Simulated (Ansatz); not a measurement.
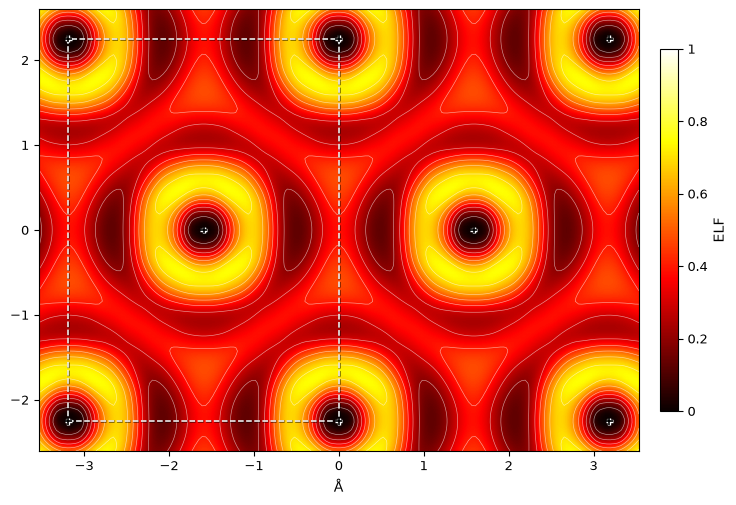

The ELF on a plane through atoms (crosses mark nuclei in the plane).

All numbers below come from DFT PBE, scalar-relativistic, plane waves, PAW in Ansatz.

Candidates:
A. AlAs, a = 5.73 Å, b = 5.73 Å, c = 5.73 Å, α = 90.00°, β = 90.00°, γ = 90.00°. Space group F-43m.
B. Sn, a = 6.65 Å, b = 6.65 Å, c = 6.65 Å, α = 90.00°, β = 90.00°, γ = 90.00°. Space group Fd-3m.
C. W, a = 3.18 Å, b = 3.18 Å, c = 3.18 Å, α = 90.00°, β = 90.00°, γ = 90.00°. Space group Im-3m.

> Which candidate gave the map?

Candidate C: W on the (101) plane of the conventional cell, which holds W. W–W (2.76 Å): the ELF is about 0.40 at the midpoint.
